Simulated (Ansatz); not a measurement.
```yaml
crystal:
  lattice:
    - [2.49881, 0.00000, 0.00000]
    - [0.00000, 4.16084, 0.00000]
    - [0.00000, 0.00000, 26.54153]
  atoms:
    - { symbol: C, position: [0.00000, 0.91228, 0.28822] }
    - { symbol: C, position: [0.00000, 0.58772, 0.28822] }
    - { symbol: C, position: [0.50000, 0.43489, 0.30676] }
    - { symbol: C, position: [0.50000, 0.06511, 0.30676] }
    - { symbol: C, position: [0.50000, 0.93544, 0.36443] }
    - { symbol: C, position: [0.50000, 0.56456, 0.36443] }
    - { symbol: C, position: [0.00000, 0.43714, 0.39105] }
    - { symbol: C, position: [0.00000, 0.06286, 0.39105] }
    - { symbol: C, position: [0.00000, 0.93687, 0.44568] }
    - { symbol: C, position: [0.00000, 0.56313, 0.44568] }
    - { symbol: C, position: [0.50000, 0.43717, 0.47279] }
    - { symbol: C, position: [0.50000, 0.06283, 0.47279] }
    - { symbol: C, position: [0.50000, 0.93717, 0.52721] }
    - { symbol: C, position: [0.50000, 0.56283, 0.52721] }
    - { symbol: C, position: [0.00000, 0.43687, 0.55432] }
    - { symbol: C, position: [0.00000, 0.06313, 0.55432] }
    - { symbol: C, position: [0.00000, 0.93714, 0.60895] }
    - { symbol: C, position: [0.00000, 0.56286, 0.60895] }
    - { symbol: C, position: [0.50000, 0.43544, 0.63557] }
    - { symbol: C, position: [0.50000, 0.06456, 0.63557] }
    - { symbol: C, position: [0.50000, 0.93489, 0.69324] }
    - { symbol: C, position: [0.50000, 0.56511, 0.69324] }
    - { symbol: C, position: [0.00000, 0.41228, 0.71178] }
    - { symbol: C, position: [0.00000, 0.08772, 0.71178] }
```

Computed with DFT PBEsol, scalar-relativistic, plane waves, PAW in Ansatz 0.2.0.

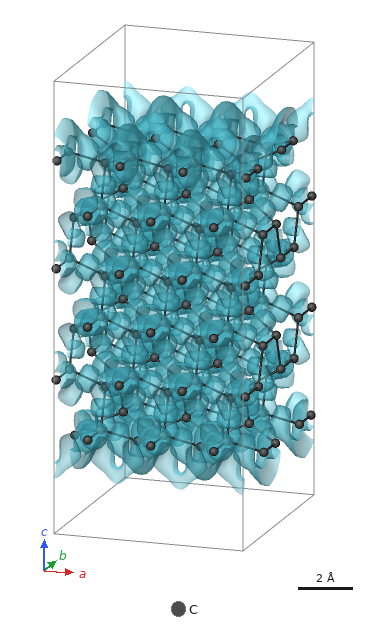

C (slab). Isosurface of the electron localisation function at 0.7 (cyan), seen slightly off an axis. Core shells and regions of very low density are left out. Sticks mark near contacts.

Q: Where are the electrons localised?

A: The ELF exceeds this value in 38 regions between bonded C–C atoms (shared pairs), counted in one cell of 24 atoms. Counts are for one cell; the picture repeats the cell along the surface.

Values along the shortest contacts:
C–C (1.35 Å): the ELF peaks at about 0.90 between the atoms; a covalent bond. C–C (1.49 Å): the ELF peaks at about 0.95 between the atoms; a covalent bond.
